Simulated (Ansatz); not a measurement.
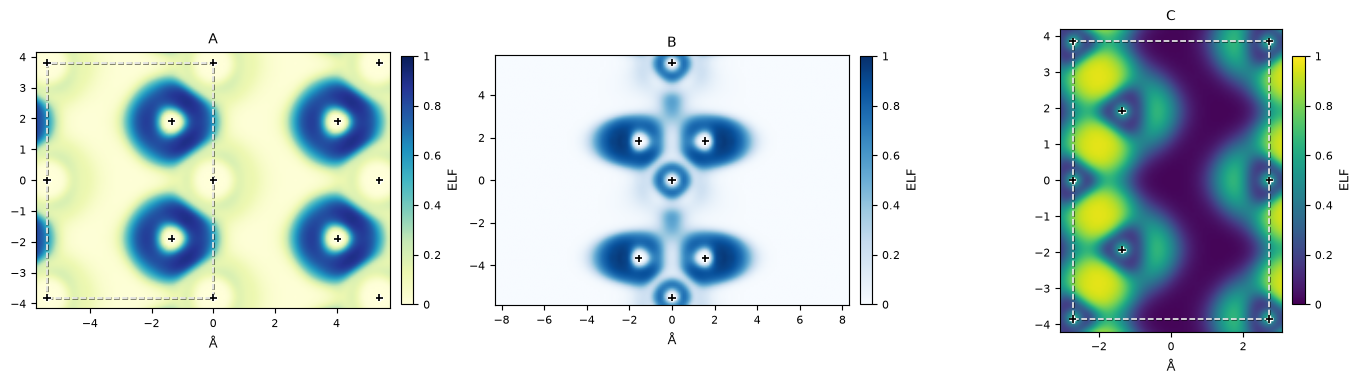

The electron localisation function of 3 systems, each on a plane through atoms (crosses mark nuclei in the plane).

These are results of Ansatz 0.2.0, DFT r2SCAN, scalar-relativistic, plane waves, PAW, not measurements.

System 1: Si, the (011) plane of the conventional cell. Space group Fd-3m.

```
Si
1.0
     5.44421    0.00000    0.00000
     0.00000    5.44421    0.00000
     0.00000    0.00000    5.44421
Si
8
Cartesian
  1.3611 4.0832 4.0832
  4.0832 1.3611 4.0832
  4.0832 4.0832 1.3611
  1.3611 1.3611 1.3611
  0.0000 2.7221 2.7221
  2.7221 0.0000 2.7221
  2.7221 2.7221 0.0000
  0.0000 0.0000 0.0000
```

System 2: ZnS, the (110) plane of the conventional cell. Space group F-43m.

```xyz
8
Lattice="5.3890 0.0000 0.0000 0.0000 0.0000 -5.3890 0.0000 5.3890 0.0000" Properties=species:S:1:pos:R:3 pbc="T T T"
Zn    2.6945    0.0000   -2.6945
Zn    0.0000    2.6945   -2.6945
Zn    0.0000    0.0000    0.0000
Zn    2.6945    2.6945    0.0000
S     4.0418    1.3473   -4.0418
S     1.3473    4.0418   -4.0418
S     1.3473    1.3473   -1.3473
S     4.0418    4.0418   -1.3473
```

System 3: WS2, the (110) plane of the conventional cell. Space group P-6m2; a structure from a database of computed crystals, not necessarily the ambient phase; changed on purpose from its base cell (volume × 0.94, shape and atoms relaxed).

```
CELL_PARAMETERS angstrom
3.18322 0.00000 0.00000
-1.59161 2.75675 0.00000
0.00000 0.00000 15.91244
ATOMIC_POSITIONS crystal
W 0.33333 0.66667 0.00000
S 0.66667 0.33333 0.90208
S 0.66667 0.33333 0.09792
```

Match each panel to its system.

Answer. Panel A is system 2, ZnS: the plane holds Zn and S. Zn–S (2.33 Å): the ELF peaks at about 0.90 in the valence shell of S, 0.8 Å from its nucleus, and is about 0.60 at the midpoint. Panel B is system 3, WS2: the plane holds W and S. W–S (2.41 Å): the ELF peaks at about 0.85 in the valence shell of S, 0.8 Å from its nucleus, and is about 0.50 at the midpoint. Panel C is system 1, Si: the plane holds Si. Si–Si (2.36 Å): the ELF peaks at about 0.95 between the atoms, as expected for a covalent bond.
